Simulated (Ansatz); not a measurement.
Input file:

```
crystal:
  lattice:
    - [0.0, 2.82685, 2.82685]
    - [2.82685, 0.0, 2.82685]
    - [2.82685, 2.82685, 0.0]
  atoms:
    - { symbol: As, position: [0.75, 0.75, 0.75] }
    - { symbol: Ga, position: [0.0, 0.0, 0.0] }
hamiltonian:
  xc: lda
  pseudopotentials: { kind: paw }
kpoints:
  mp_grid: { grid: [8, 8, 8] }
scf:
  occupations: { method: fermi_dirac, width: 0.05 }
output:
  forces: true
  stress: true
  write_density: true
  write_potential: true
  elf: true
  volumetric_format: npy
relax:
  f_tol: 0.01
  max_steps: 40
  cell: { stress_tol: 0.05 }
```

Command:

```sh
ansatz run input.yaml --threads 2 --pin off --max-ram 5632MiB --backend cpu --events-out ev --progress --plain --runs-dir out
```

Below, planes, directions and counts refer to the conventional cell (a = 5.60 Å, b = 5.60 Å, c = 5.60 Å, α = 90.00°, β = 90.00°, γ = 90.00°).

The fields are those of the relaxed geometry.

Space group F-43m.

The calculation used Kohn-Sham DFT of a periodic cell, LDA, Ansatz PAW (Ansatz).

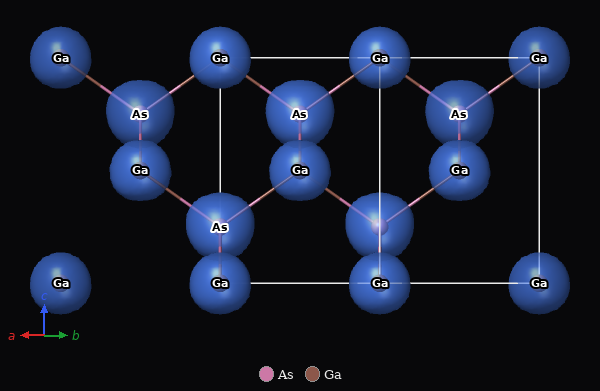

GaAs. Isosurface of the valence charge density (pseudo) at 0.8 e/Å³ (blue), seen along [110]. Sticks mark near contacts.

The density is the valence pseudo-density of a PAW calculation; it isn't the true density close to the nuclei.

Which contacts does the surface bridge?

Answer. At this value the density breaks into separate islands; it holds about 75 % of the electrons treated as valence (semicore included). It bridges none of the near contacts. It is pinched off along the shortest Ga–As (2.43 Å) contacts. On the grid the lowest density along these lines, outside the cores, is 0.49 e/Å³ (Ga–As, 2.43 Å).

Metal or insulator at this level of theory?

Answer. It is gapped, with a Kohn–Sham gap of 0.49 eV on the k-point mesh (the band edges may lie off the mesh, which would make the gap smaller).
